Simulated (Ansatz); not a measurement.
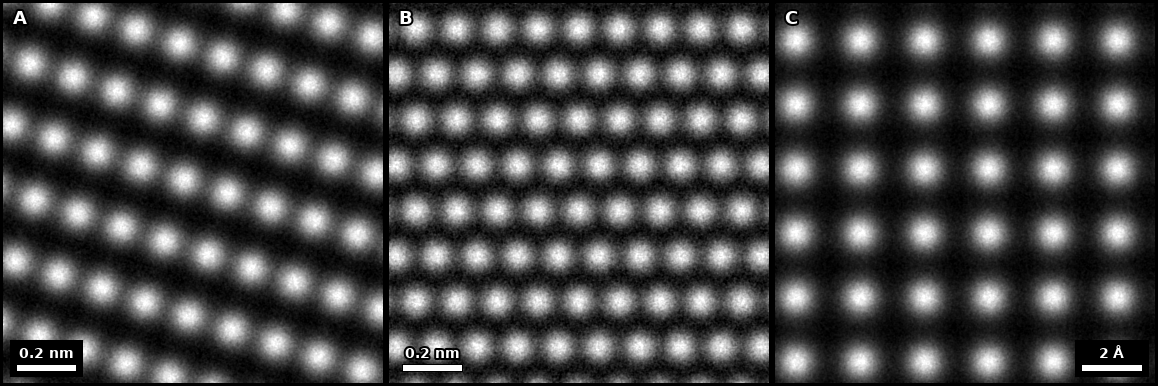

Three views of Ti (Im-3m, No. 229) along different zone axes. Simulated as the projected potential of neutral atoms (B = 0.5 Å²) blurred by a 0.69 Å probe, the thin-sample limit of integrated differential phase contrast. Shot noise was added. Model: the geometry relaxed (final pressure about 19 GPa) with Ansatz 0.2.0, DFT, PAW plane waves, r2scan; the starting structure was generated, so it need not be a known form of this composition.

```
Ti
1.0
     3.10968    0.00000    0.00000
     0.00000    3.10968    0.00000
     0.00000    0.00000    3.10968
Ti
2
Direct
  0.00000 0.00000 0.00000
  0.50000 0.50000 0.50000
```

> Match the panels to the zone axes [001], [110] and [210].

A is [110]: projected cell 1.55 × 2.20 Å, 90°, plane group p2mm. B is [210]: projected cell 1.39 × 1.70 Å, 114°, plane group c2mm. C is [001]: projected cell 2.20 × 2.20 Å, 90°, plane group p4mm.
